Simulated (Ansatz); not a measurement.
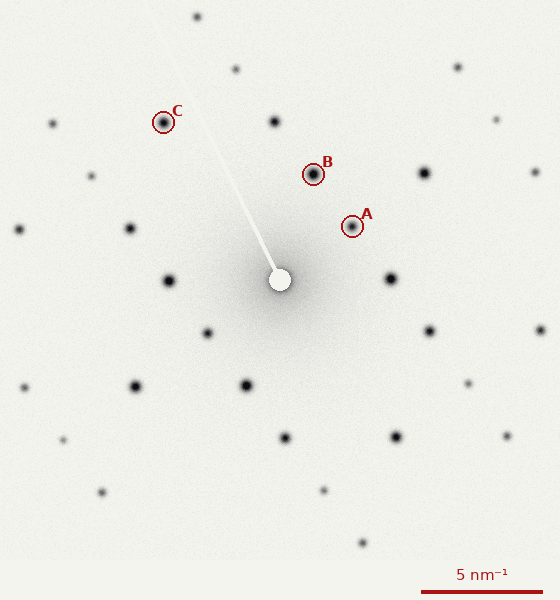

Simulated selected-area electron diffraction pattern (120 kV, kinematic approximation, thin crystal, B = 0.3 Å² for all atoms). The zone axis points towards the electron source and the pattern is seen from the source side.

The sample is Ru, space group P6/mmm (No. 191), a = 4.270 Å, c = 2.683 Å (hexagonal axes). Structure: the end point of a relaxation with Ansatz 0.2.0, DFT, PBE, plane waves (420 eV) with PAW, scalar-relativistic; the starting structure was generated, so it need not be a known form of this composition.

Spot A is indexed 0 0 -1 and spot B 0 1 -1.

**What are the indices of the remaining marked spot?**

C = −3A + 3B = 0 3 0 (d = 1.233 Å).

**Which zone axis is this?**

The cross product of A and B is parallel to [100]; every spot obeys hu + kv + lw = 0.

**What are the spacings of A and B and the angle between them?**

d(A) = 2.683 Å, d(B) = 2.172 Å, and the angle is 36.0°.
